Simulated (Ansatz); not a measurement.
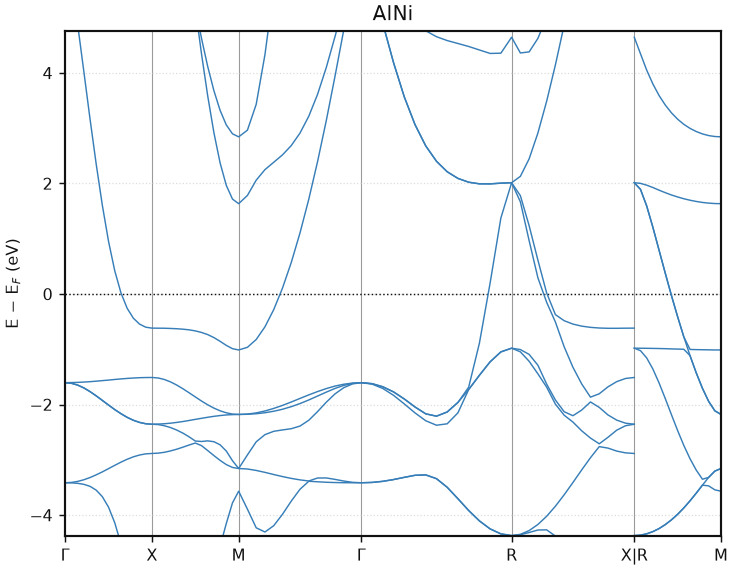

Band structure. Energies are counted from the Fermi level.

### What lattice type does the k path imply?

A simple cubic lattice: the path Γ–X–M–Γ–R–X|R–M runs through the special points of its Brillouin zone.

Calculation on AlNi, space group Pm-3m, 2 atoms in the cell.

Level of theory: DFT r2SCAN, scalar-relativistic, plane waves, PAW, no spin polarisation, 14×14×14 k mesh, 500 eV cutoff; code Ansatz 0.2.0.

### Does this material conduct, going by its bands?

A metal: 2 bands cross the Fermi level along this path.

### Which levels at M lie nearest to the Fermi level?

At M the nearest levels lie 1.01 eV below and 1.63 eV above the Fermi level.

### On which lines of the path do bands cross the Fermi level?

Bands cross the Fermi level on Γ–X, M–Γ, Γ–R, R–X and R–M, and not on X–M.

The run has no spin polarisation, so a magnetic state may lie lower.
